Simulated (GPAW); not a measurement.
# free-standing triangular Ru monolayer, spacing 3.288 A: a list in the functional, part 2 of 2

Aim: see how far moments and order energies of free-standing triangular Ru monolayer, spacing 3.288 A move with the functional, and what each set costs.

GPAW 26.7.0; several functionals; plane waves with GPAW's PAW setups, scalar-relativistic.

So far, largest spin moment in the augmentation sphere (μB): step 2 (rung 1 (LDA), start ferro +) 2.39; step 4 (rung 2 (PBE), start ferro +) 2.46; step 5 (rung 2 (PBE), start antiferro q=(0,1/2,0) +-) 2.36; step 6 (rung 3 (revPBE), start ferro +) 2.47; step 7 (rung 3 (revPBE), start antiferro q=(0,1/2,0) +-) 2.38.

### Step 8. Set 4 (RPBE), start ferro +

Level of this step: RPBE; plane waves with GPAW's PAW setups, scalar-relativistic (GPAW).

Input file order1.py:

```python
import json
import numpy as np
from ase import Atoms
from ase.parallel import paropen, parprint
from gpaw import GPAW

atoms = Atoms(['Ru'],
    cell=[[3.288, 0.0, 0.0],
         [-1.644, 2.847492, 0.0],
         [0.0, 0.0, 14.0]],
    scaled_positions=[[0.0, 0.0, 0.5]],
    pbc=True,
    magmoms=[1.5])
atoms.calc = GPAW(mode={'name': 'pw', 'ecut': 600},
    xc='RPBE',
    kpts={'size': (10, 10, 1), 'gamma': True},
    occupations={'name': 'marzari-vanderbilt', 'width': 0.1},
    convergence={'density': 0.0001, 'energy': 1e-05},
    maxiter=200,
    symmetry={'tolerance': 1e-4},
    txt='order1.txt')
e = atoms.get_potential_energy(force_consistent=True)
res = {'free_energy': e, 'energy_sigma0': atoms.get_potential_energy(), 'fermi_energy': atoms.calc.get_fermi_level()}
res['moments'] = atoms.get_magnetic_moments().tolist()
res['total'] = atoms.get_magnetic_moment()
parprint('site moments (muB):', np.round(res['moments'], 3))
parprint(f"total moment: {res['total']:.3f} muB")
parprint(f'free energy: {e:.6f} eV')
atoms.calc.write('order1.gpw')
with paropen('results.json', 'w') as f:
    json.dump(res, f)
```

Command:

```bash
$ OMP_NUM_THREADS=1 python3 order1.py > order1.log
```

Log:

```text
site moments (muB): [2.474]
total moment: 2.741 muB
free energy: -5.045151 eV

--- order1.txt ---
Input parameters:
  mode=PW(ecut=600),
  convergence={'density': 0.0001, 'energy': 1e-05},
  kpts=MonkhorstPack(size=(10, 10, 1), gamma=True),
  maxiter=200,
  occupations=Occupations(name='marzari-vanderbilt', width=0.1),
  symmetry=Symmetry(tolerance=0.0001),
  xc=XC(name='RPBE')

Diagonalizing LCAO Hamiltonian
[...]
|          3 |       -45.259 |     1.000 |       -43.469 |     1.000 |
|          4 |        -5.880 |     1.000 |        -5.361 |     1.000 |
[...]
|          9 |        -3.594 |     1.000 |        -1.582 |     0.000 |
|         10 |        -1.093 |     0.000 |        -0.643 |     0.000 |
|         11 |         1.443 |     0.000 |         1.589 |     0.000 |
|         12 |         2.588 |     0.000 |         2.734 |     0.000 |

No gap
No difference between direct/indirect transitions


[key lines of the parts left out:]
Free energy:      -5.045151
Converged in 15 steps
dipole moment: (-5.631763, -9.754501, -0.000000)  # |e|*Ang
Fermi level: -2.335
```

Wall time 12 s (1 MPI rank of AMD EPYC 9R45, shared host); peak memory 0.24 GiB.

Read from the output:

- magnetization: 2.741 μB
- final state: ferromagnetic
- largest moment: 2.474 μB

The largest moment moves by +0.01 μB from set 3, at 1.0 times its CPU time.

### Step 9. Set 4 (RPBE), start antiferro q=(0,1/2,0) +-

Input file order2.py:

```python
import json
import numpy as np
from ase import Atoms
from ase.parallel import paropen, parprint
from gpaw import GPAW

atoms = Atoms(['Ru', 'Ru'],
    cell=[[3.288, 0.0, 0.0],
         [-3.288, 5.694984, 0.0],
         [0.0, 0.0, 14.0]],
    scaled_positions=[[0.0, 0.0, 0.5],
         [0.0, 0.5, 0.5]],
    pbc=True,
    magmoms=[1.5, -1.5])
atoms.calc = GPAW(mode={'name': 'pw', 'ecut': 600},
    xc='RPBE',
    kpts={'size': (10, 5, 1), 'gamma': True},
    occupations={'name': 'marzari-vanderbilt', 'width': 0.1},
    convergence={'density': 0.0001, 'energy': 1e-05},
    maxiter=200,
    symmetry={'tolerance': 1e-4},
    txt='order2.txt')
e = atoms.get_potential_energy(force_consistent=True)
res = {'free_energy': e, 'energy_sigma0': atoms.get_potential_energy(), 'fermi_energy': atoms.calc.get_fermi_level()}
res['moments'] = atoms.get_magnetic_moments().tolist()
res['total'] = atoms.get_magnetic_moment()
parprint('site moments (muB):', np.round(res['moments'], 3))
parprint(f"total moment: {res['total']:.3f} muB")
parprint(f'free energy: {e:.6f} eV')
atoms.calc.write('order2.gpw')
with paropen('results.json', 'w') as f:
    json.dump(res, f)
```

Command:

```bash
$ OMP_NUM_THREADS=1 python3 order2.py > order2.log
```

Log:

```text
site moments (muB): [ 2.382 -2.382]
total moment: 0.000 muB
free energy: -9.810274 eV

--- order2.txt ---
Input parameters:
  mode=PW(ecut=600),
  convergence={'density': 0.0001, 'energy': 1e-05},
  kpts=MonkhorstPack(size=(10, 5, 1), gamma=True),
  maxiter=200,
  occupations=Occupations(name='marzari-vanderbilt', width=0.1),
  symmetry=Symmetry(tolerance=0.0001),
  xc=XC(name='RPBE')

Diagonalizing LCAO Hamiltonian
[...]
|          9 |        -4.880 |     1.000 |        -4.880 |     1.000 |
|         10 |        -4.758 |     1.000 |        -4.758 |     1.000 |
[...]
|         20 |        -0.216 |     0.000 |        -0.216 |     0.000 |
|         21 |         1.522 |     0.000 |         1.522 |     0.000 |
|         22 |         1.958 |     0.000 |         1.958 |     0.000 |
|         23 |         2.647 |     0.000 |         2.647 |     0.000 |

No gap
No difference between direct/indirect transitions


[key lines of the parts left out:]
Free energy:      -9.810274
Converged in 20 steps
dipole moment: (-11.277349, -19.532945, 0.000003)  # |e|*Ang
Fermi level: -2.304
```

Wall time 1.7 min (1 MPI rank); peak memory 0.52 GiB.

This step gave:

* magnetization: 0 μB
* final state: antiferromagnetic
* largest moment: 2.382 μB

This start lies +140.0 meV a seeded atom from the first, a change of -1.6 meV since set 3; its largest moment is 2.38 μB.

### Step 10. Set 5 (TPSS), start ferro +

order1.py is the script of step 8 with these lines changed:

```diff
@@ -14,3 +14,3 @@
 atoms.calc = GPAW(mode={'name': 'pw', 'ecut': 600},
-    xc='RPBE',
+    xc='TPSS',
     kpts={'size': (10, 10, 1), 'gamma': True},
@@ -19,2 +19,3 @@
     maxiter=200,
+    eigensolver='davidson',
     symmetry={'tolerance': 1e-4},
```

Command:

```bash
$ OMP_NUM_THREADS=1 python3 order1.py > order1.log
```

Log:

```text
AssertionError

--- order1.txt ---
Input parameters:
  mode=PW(ecut=600),
  convergence={'density': 0.0001, 'energy': 1e-05},
  eigensolver=Davidson(niter=2),
  kpts=MonkhorstPack(size=(10, 10, 1), gamma=True),
  maxiter=200,
  occupations=Occupations(name='marzari-vanderbilt', width=0.1),
  symmetry=Symmetry(tolerance=0.0001),
  xc=XC(name='TPSS')

Diagonalizing LCAO Hamiltonian
Converting LCAO to pw mode

       Ru

Atoms  # Å, Bohr magnetons
|   | symbol |        x |        y |        z |    initial magnetic moments |
[...]
Cutoff: 600.0 eV

Spin-components: 2 (collinear spins)
Bands:           13
Projectors:      6
Spin-degeneracy: 1
Datatype:        complex128

Parallelization:
  kpt:    1
  domain: 1
  band:   1

Density:
  Valence electrons: 16.0
  Components: 2
  Grid points: [20 20 80]
  Charge: 0.0  # |e|

Potential:
  Grid points: [20 20 80]

[... setups left out ...]
Reference energy: -123245.124983  # eV

convergence criteria:
- Maximum integral of absolute [dens]ity change: 0.0001 electrons / valence electron
- Maximum [total energy] change in last 3 cyles: 1e-05 eV / valence electron
- Maximum integral of absolute [eigenst]ate change: 4e-08 eV^2 / valence electron
maximum number of iterations: 200
```

Wall time 4.8 s (1 MPI rank); peak memory 0.3 GiB.

The input was rejected at the start.

### Step 11. Set 5 (TPSS), start antiferro q=(0,1/2,0) +-

order2.py is the script of step 9 with these lines changed:

```diff
@@ -15,3 +15,3 @@
 atoms.calc = GPAW(mode={'name': 'pw', 'ecut': 600},
-    xc='RPBE',
+    xc='TPSS',
     kpts={'size': (10, 5, 1), 'gamma': True},
@@ -20,2 +20,3 @@
     maxiter=200,
+    eigensolver='davidson',
     symmetry={'tolerance': 1e-4},
```

Command:

```bash
$ OMP_NUM_THREADS=1 python3 order2.py > order2.log
```

Log:

```text
AssertionError

--- order2.txt ---
Input parameters:
  mode=PW(ecut=600),
  convergence={'density': 0.0001, 'energy': 1e-05},
  eigensolver=Davidson(niter=2),
  kpts=MonkhorstPack(size=(10, 5, 1), gamma=True),
  maxiter=200,
  occupations=Occupations(name='marzari-vanderbilt', width=0.1),
  symmetry=Symmetry(tolerance=0.0001),
  xc=XC(name='TPSS')

Diagonalizing LCAO Hamiltonian
Converting LCAO to pw mode

         Ru
           Ru

Atoms  # Å, Bohr magnetons
|   | symbol |         x |        y |        z |    initial magnetic moments |
[...]
Cutoff: 600.0 eV

Spin-components: 2 (collinear spins)
Bands:           24
Projectors:      12
Spin-degeneracy: 1
Datatype:        complex128

Parallelization:
  kpt:    1
  domain: 1
  band:   1

Density:
  Valence electrons: 32.0
  Components: 2
  Grid points: [20 40 80]
  Charge: 0.0  # |e|

Potential:
  Grid points: [20 40 80]

[... setups left out ...]
Reference energy: -246490.249966  # eV

convergence criteria:
- Maximum integral of absolute [dens]ity change: 0.0001 electrons / valence electron
- Maximum [total energy] change in last 3 cyles: 1e-05 eV / valence electron
- Maximum integral of absolute [eigenst]ate change: 4e-08 eV^2 / valence electron
maximum number of iterations: 200
```

Wall time 16 s (1 MPI rank); peak memory 0.54 GiB.

The program refused the input before any cycle.

### Step 12. The sets together

List, by row:

```tsv
set	functional	state from the first start	state from the second start	second less first (meV a seeded atom)	moment, first (μB)	moment, second (μB)	CPU time (s)
1	LDA	ferromagnetic	antiferromagnetic	149.5	2.394	2.18	83.63
2	PBE	ferromagnetic	antiferromagnetic	146.1	2.457	2.361	104.5
3	revPBE	ferromagnetic	antiferromagnetic	141.7	2.467	2.376	138.9
4	RPBE	ferromagnetic	antiferromagnetic	140	2.474	2.382	112.3
```

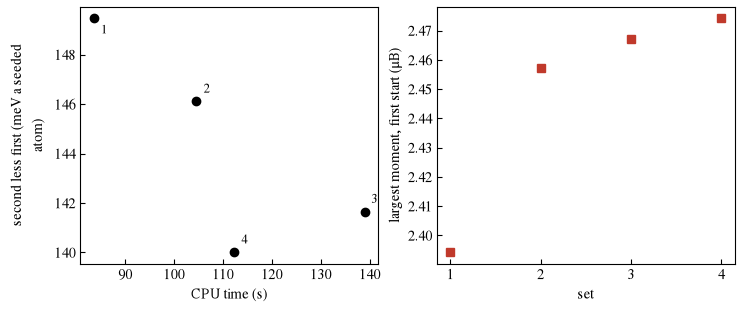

Result against cost, sets numbered as in the table, and the moment by set.

### Step 13. What came out

```json
{
  "range of the moment in the table, first start": "2.39 to 2.47 μB",
  "range of CPU time": "84 s to 2.3 min",
  "range of the energy difference": "140 to 149 meV a seeded atom"
}
```

What this shows: For the first start the functionals give moments from 2.39 to 2.47 μB and energy differences from 140 to 149 meV a seeded atom; all use the same cell, so differences in their own lattice constants don't enter. The first start ends lower on every set of the table. The other start's moment moves more, from 2.2 to 2.38 μB. Set 5 gave no pair of finished runs and is missing from the table. The smearing is not Fermi–Dirac, so its width is no temperature.

[Logs and program files are shortened in this print: banners, set-up blocks, solver, clock and traceback lines can be left out without a mark of their own.]

[Logs are printed without paths, hosts, clocks, repeated set-up lines and the standing remarks that a program may print on its own settings, such as how far it seeks lower states.]

[Hosts, paths, dates, database ids (printed as entryN), source tags and the programs' standing remarks are cut or masked in the printed files.]

[Where a cell is said to come from a database of computed structures, the database is the Materials Project.]
